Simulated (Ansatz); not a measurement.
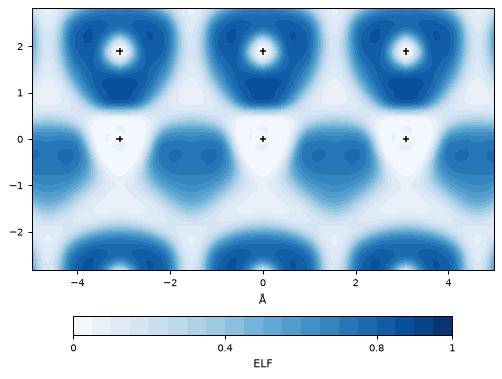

The electron localisation function on a plane through atoms (crosses mark nuclei in the plane).

Method: DFT LDA, scalar-relativistic, plane waves, PAW in Ansatz.

Candidates:
A. AlN, a = 3.09 Å, b = 3.09 Å, c = 4.94 Å, α = 90.00°, β = 90.00°, γ = 120.00°. Space group P6₃mc.
B. Cu (slab), a = 2.56 Å, b = 2.56 Å, c = 32.08 Å, α = 90.00°, β = 90.00°, γ = 90.00°. Computed without spin polarisation.

> Which system is this?

Candidate A: AlN on the (100) plane of the conventional cell, which holds Al and N. Al–N (1.89 Å): the ELF peaks at about 0.90 between the atoms: a polar covalent bond.
